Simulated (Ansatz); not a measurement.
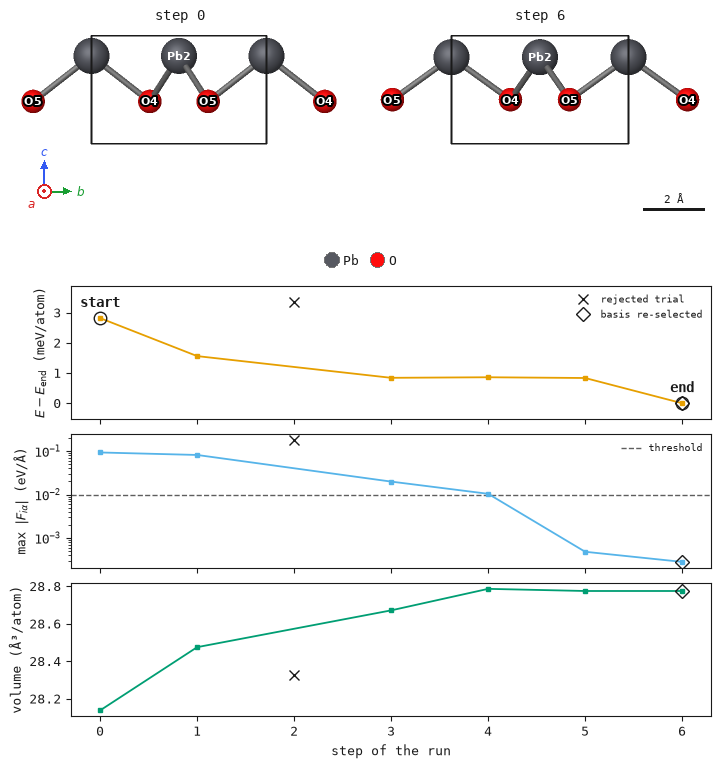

First and last geometry of a relaxation of a crystal of Pb₃O₂ (built on the random type), with the history of the run. A ball-and-stick model of the cell of the calculation, seen along the a axis.

Case: random cell with space group P6mm (No. 183).

These are results of DFT PBE, scalar-relativistic, plane waves, PAW in Ansatz, not measurements.

The input:
```yaml
crystal:
  lattice:
    - [6.7298707514, 0.0, 0.0]
    - [-3.3649353757, 5.8282390349, 0.0]
    - [0.0, 0.0, 3.5868994568]
  atoms:
    - { symbol: Pb, position: [0.5, 0.0, 0.8137463879] }
    - { symbol: Pb, position: [0.0, 0.5, 0.8137463879] }
    - { symbol: Pb, position: [0.5, 0.5, 0.8137463879] }
    - { symbol: O, position: [0.6666666667, 0.3333333333, 0.3911795058] }
    - { symbol: O, position: [0.3333333333, 0.6666666667, 0.3911795058] }
basis:
  ecutwfc: 420
kpoints:
  mp_grid: { grid: [6, 6, 10] }
hamiltonian:
  xc: pbe
scf:
  occupations: { method: gaussian, width: 0.1 }
output:
  forces: true
  stress: true
  eigenvalues: true
relax:
  adjacent_minimum: "off"
  f_tol: 0.01
  max_steps: 80
  cell: { stress_tol: 0.05 }
```

Command:
```bash
ansatz run input.yaml --threads 1 --pin off --max-ram 2560MiB --backend cpu --events-out ev --progress --plain --runs-dir out
```

What do the curves and the structures tell?

Answer. It converged. The largest moves relative to the cell, 0.060 Å, are those of O4 and O5. O4 goes along +c. Largest moves by element: O 0.060 Å, Pb 0.040 Å. Cell: a = b 6.730 → 6.807 Å (+1.1 %), c 3.587 → 3.586 Å (0.0 %). Volume +2.3 %. Among the contacts that change: Pb1–O4 2.464 → 2.422 Å. Bond angles that change, for instance: O4–Pb1–O5 104.1° → 108.5°, Pb1–O4–Pb2 86.1° → 89.3°. The space group stays P6mm (No. 183). After 4 accepted moves (6 points after the start) the energy has fallen by 2.8 meV per atom. Largest force component: 0.093 eV/Å at the start, 0.00028 eV/Å at the end. The pressure goes from 0.03 to 0.04 GPa. The line search rejected the trial step at point 2 of the run. At 1 point the geometry stayed and the basis and grid were re-selected for the new cell (energy shift of 0.8 meV per atom at most each time).
